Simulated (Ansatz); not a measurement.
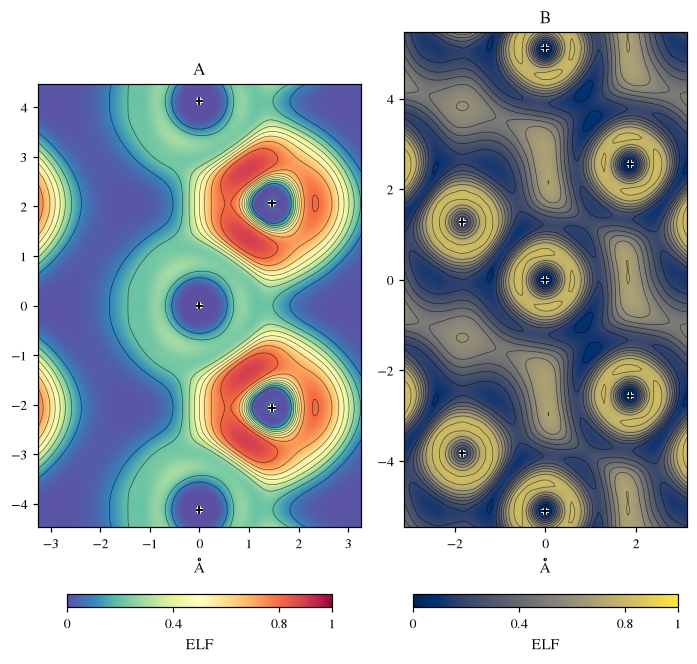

The electron localisation function of 2 systems, each on a plane through atoms (crosses mark nuclei in the plane).

Computed with Ansatz 0.2.0, DFT LDA, scalar-relativistic, plane waves, PAW.

System 1: InP, the (101) plane of the conventional cell. Space group F-43m; a generated structure, not necessarily the stable one; changed on purpose from its base cell (volume × 1.000 of the coarse rest volume).

System 2: Zr3O, the (010) plane of the conventional cell. Space group P6₃22.

```yaml
crystal:
  lattice:
    - [5.53860, 0.00000, 0.00000]
    - [-2.76930, 4.79657, 0.00000]
    - [0.00000, 0.00000, 5.11143]
  atoms:
    - { symbol: Zr, position: [0.33949, 0.00000, 0.00000] }
    - { symbol: Zr, position: [0.33949, 0.33949, 0.50000] }
    - { symbol: Zr, position: [0.00000, 0.33949, 0.00000] }
    - { symbol: Zr, position: [0.66051, 0.00000, 0.50000] }
    - { symbol: Zr, position: [0.66051, 0.66051, 0.00000] }
    - { symbol: Zr, position: [0.00000, 0.66051, 0.50000] }
    - { symbol: O, position: [0.33333, 0.66667, 0.25000] }
    - { symbol: O, position: [0.66667, 0.33333, 0.75000] }
```

Which map belongs to which system?

Answer. Panel A is system 1, InP: the plane holds In and P. In–P (2.52 Å): the ELF peaks at about 0.90 in the valence shell of P, 0.9 Å from its nucleus, and is about 0.55 at the midpoint. Panel B is system 2, Zr3O: the plane holds Zr and O. Zr–O (2.23 Å): the ELF peaks at about 0.80 in the valence shell of O, 0.6 Å from its nucleus, and drops to about 0.10 between the two atoms: no shared electron pair shows on this line.
